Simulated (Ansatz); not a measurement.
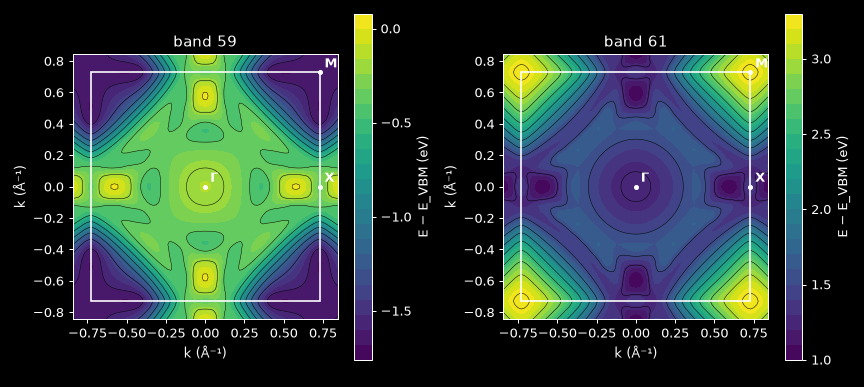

Two bands of a SnSe monolayer (space group of the slab cell P4/nmm) over the plane of the sheet: the highest mostly filled and the lowest mostly empty one.

Theory: DFT PBE, spin-orbit coupling, plane waves, PAW; levels and slopes on a dense k mesh at the converged density in Ansatz 0.2.0. Non-magnetic. With an inversion centre and no moment every band is doubly degenerate; a pair is shown and named once. Mesh 24×24×1, interpolated with the band slopes. Unrelaxed database geometry (largest force 0.4 eV/Å).

Q: Give both levels and their distance at the named points.

A:
```json
{"point": "Γ", "lower band (eV)": "−0.16", "upper band (eV)": "1.22", "distance (eV)": "1.38"}
{"point": "M", "lower band (eV)": "−1.67", "upper band (eV)": "3.30", "distance (eV)": "4.97"}
{"point": "X", "lower band (eV)": "−0.38", "upper band (eV)": "1.41", "distance (eV)": "1.79"}
```

Q: Where are the band edges of the whole zone?

A: The valence band has four equivalent maxima on the Γ–X line, principal masses 0.099 and 0.15 mₑ; the conduction band has four equivalent minima on the Γ–X line, principal masses 0.11 and 0.12 mₑ. The gap is direct, 1.00 eV at this level of theory, which underestimates gaps and can reorder valleys that lie close.
